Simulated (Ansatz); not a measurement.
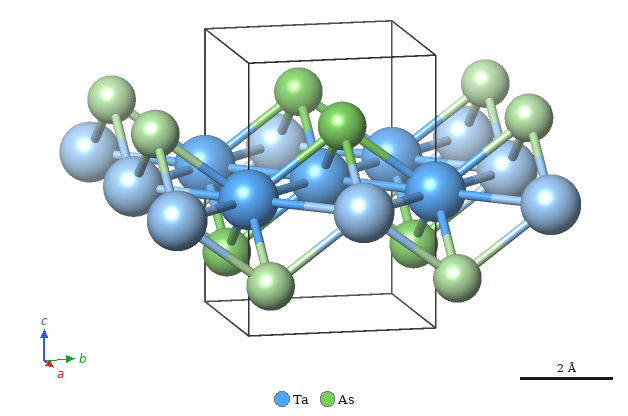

The figure gives a ball-and-stick picture of the atoms, viewed slightly off an axis. The simulation cell is drawn as a box. Periodic images bonded to atoms of the box are shown as well, in fainter colours.

```yaml
crystal:
  lattice:
    - [4.18187, 0.00000, 0.00000]
    - [0.00000, 4.18187, 0.00000]
    - [0.00000, 0.00000, 6.04794]
  atoms:
    - { symbol: Ta, position: [0.50000, 0.50000, 0.50000] }
    - { symbol: Ta, position: [0.00000, 0.00000, 0.50000] }
    - { symbol: As, position: [0.50000, 0.00000, 0.24480] }
    - { symbol: As, position: [0.00000, 0.50000, 0.75520] }
```

Results below were computed with DFT PBE, scalar-relativistic, plane waves, PAW (Ansatz); the settings were a kinetic-energy cutoff of 420 eV, 12×12×8 k-mesh, Gaussian smearing of 0.1 eV, no spin polarisation.

> Predict the Bader charges.

Ta +0.99 e; As -0.99 e.

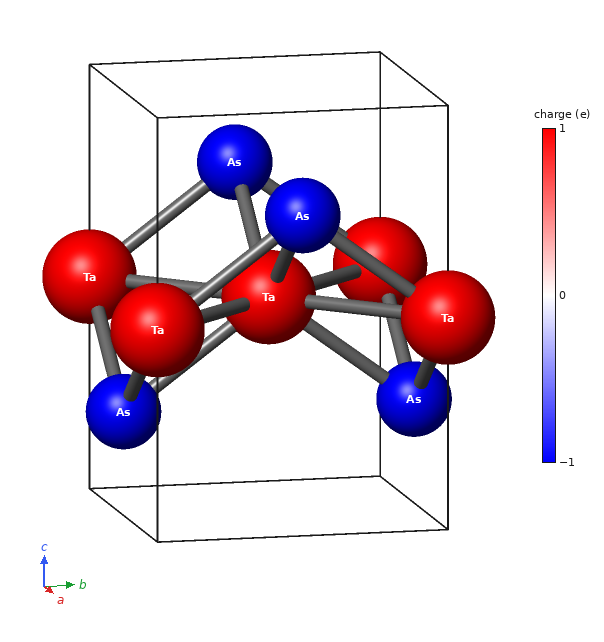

The atoms coloured by those charges.

The structure was taken from a random cell made by a generator, so it need not be a real form of the compound. Earlier steps of the study, as a rule a relaxation of our own, may have changed the cell and positions, so they can lie some per cent off the listed ones. It was the input of a calculation with Ansatz.
